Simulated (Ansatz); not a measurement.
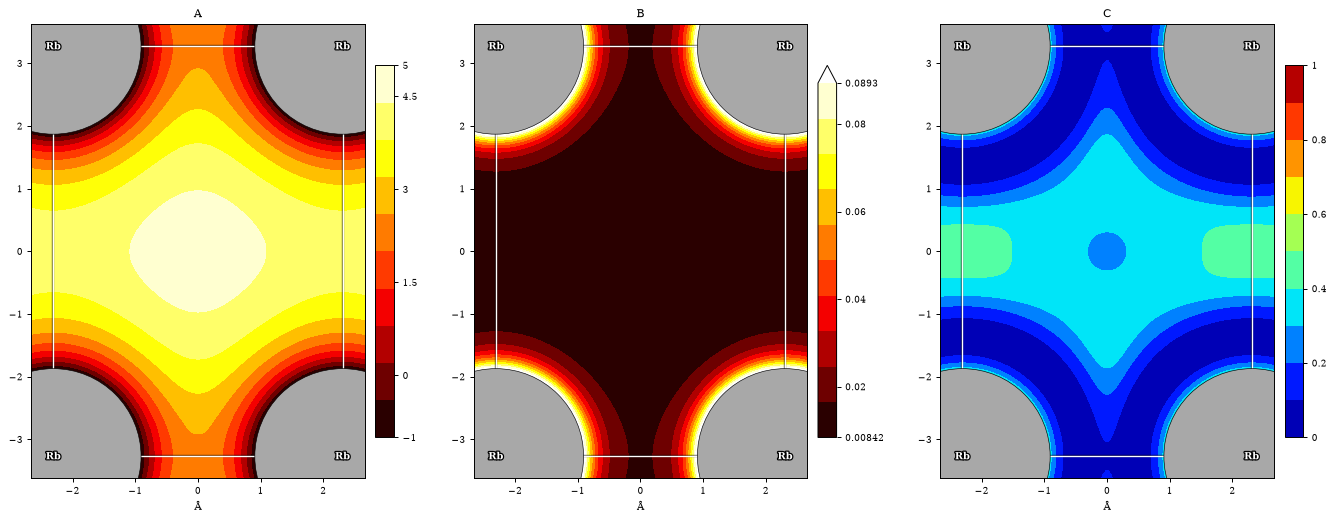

Rb: 3 fields on the (110) plane of the standardised cell, with unlabelled colour scales. Grey discs cover the atomic cores.

Space group P4/mmm; a structure generated by program, which may or may not match a known phase; computed without spin polarisation.

Theory: DFT PBEsol, scalar-relativistic, plane waves, PAW in Ansatz 0.2.0.

Match the panels to the quantities (electron localisation function, electrostatic potential energy of an electron and valence pseudo-density).

Answer. Panel A: electrostatic potential energy of an electron (low next to the atoms, rising into the space between them). Panel B: valence pseudo-density. Panel C: electron localisation function. From the grid: Rb–Rb (4.62 Å): the density is about 0.02 e/Å³ at the midpoint; the ELF is about 0.10 at the midpoint: no localised pair shows between them.
